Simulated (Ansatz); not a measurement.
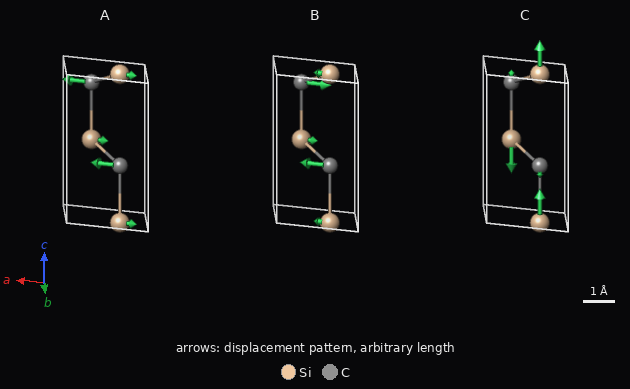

Modes of a crystal of SiC, space group P6₃mc (No. 186), at the zone centre (one member of each degenerate set). The green arrows give the relative displacements of the atoms. The picture is a ball-and-stick view of the cell of the calculation, seen from a free direction.

These are results of Ansatz, DFT LDA, scalar-relativistic, plane waves, PAW, not measurements.

Frequencies are those without the non-analytic (LO–TO) term.

**Which are infrared-active and which Raman-active?**

A is E₁, infrared- and Raman-active by symmetry (819 cm⁻¹). B is E₂, Raman-active by symmetry (786 cm⁻¹). C is B₁, silent by symmetry (neither infrared- nor Raman-active) (551 cm⁻¹).
